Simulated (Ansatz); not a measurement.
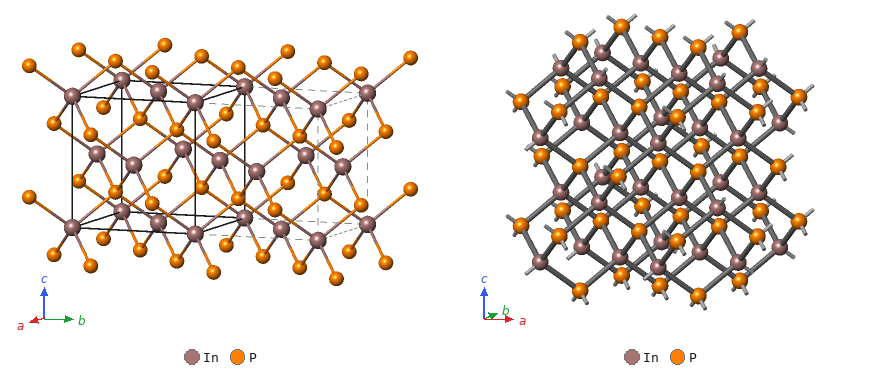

Left: the structure. Right: its underlying net. Nodes are coloured by element. Edges to nodes outside the piece are drawn as stubs.

InP (space group F-43m, No. 216): coordinates from a relaxation with Ansatz 0.2.0, DFT PBE, scalar-relativistic, plane waves, PAW.

Bonds are taken as In–P below 2.9 Å; no other contact counts. The graph is simplified in the usual way: terminal and isolated atoms are pruned, two-connected atoms become edges.

The result is a uninodal 4-connected, three-periodic net: In and P are 4-connected nodes. It is the dia net, known from diamond, zinc blende and cristobalite. It is a single net, without interpenetration.

| node | links | point symbol | coordination sequence |
| --- | --- | --- | --- |
| In and P | 4 | 6⁶ | 4 12 24 42 64 92 |
